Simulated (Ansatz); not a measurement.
SnSe2 (layers cut from the bulk crystal), computed twice by G0W0.

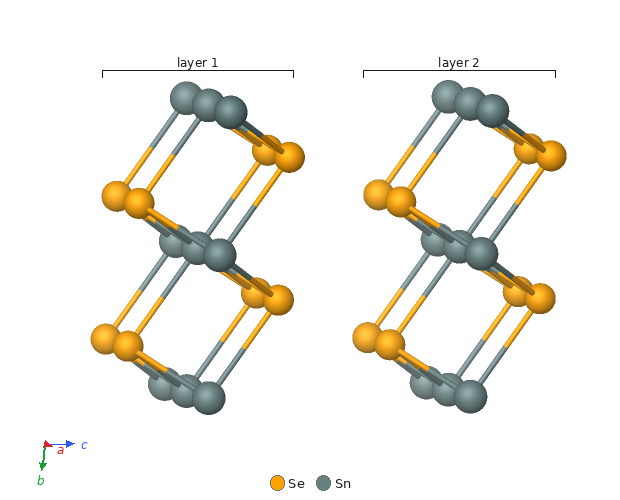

The structure (selenium orange, tin teal). 2×2×1 cells are drawn. Some periodic images of atoms are drawn too.

The cell holds 6 atoms: 4 Se and 2 Sn. Its edges and angles: a = 3.837 Å, b = 3.837 Å, c = 41.600 Å, α = 90.0°, β = 90.0°, γ = 120.0°. It derives from SnSe2. Regions: layer 1, 3 atoms (2 Se and 1 Sn); layer 2, 3 atoms (2 Se and 1 Sn). Vacuum lies along c.

```xyz
6
Lattice="3.8366 0.0000 0.0000 -1.9183 3.3226 0.0000 0.0000 0.0000 41.6000" Properties=species:S:1:pos:R:3
Se    0.0000    2.2150   16.2122
Sn    0.0000    0.0000   17.8062
Se    1.9183    1.1075   19.4010
Se    0.0000    2.2150   22.1990
Sn    0.0000    0.0000   23.7938
Se    1.9183    1.1075   25.3878
```

The structure was relaxed with PBE-D3(BJ). The runs that relaxed it are not among those shown.

The first (Ansatz 0.2.0; start PBE, 6×6×1 mesh, 631 empty bands, screening to 65 eV, PAW set soft_1 files; 1 × NVIDIA H100 80GB HBM3 (shared by 6 runs) with 2 threads of AMD EPYC 7R13 (Zen 3), shared host) gave, on its mesh: starting gap 0.66 eV, G0W0 gap 1.31 eV, mean of 1 + 4πα/V (set by the cell height) 3.52, 48 s.

The second gave: starting gap 0.66 eV, G0W0 gap 1.29 eV, mean of 1 + 4πα/V (set by the cell height) 3.57, 28 s.

Question: What was changed in the input? Choose among start, files, mesh, bands and cutoff, frequency model or another key.

Changed: empty bands from 631 to 260 and screening cutoff (eV) from 65.0 to 36. The starting gap stayed, which rules out the functional and points to the GW step. Other changes could give like numbers; this is the one that was made.

Limits: not at the basis limit; coarse mesh for a sheet; no spin-orbit coupling.

[Paths, hosts, dates, memory and timing lines, banners, echoed tables and standing remarks are left out of the program output.]

[Logs are printed without paths, hosts, clocks, repeated set-up lines and the standing remarks that a program may print on its own settings, such as how far it seeks lower states.]

[Runs of the session that timed out or met a known fault of the program may be left out.]

[Cells called generated may have been cut or substituted from an entry of the Crystallography Open Database or the Materials Project.]

[Hosts, paths, dates, database ids (printed as entryN), source tags and the programs' standing remarks are cut or masked in the printed files.]
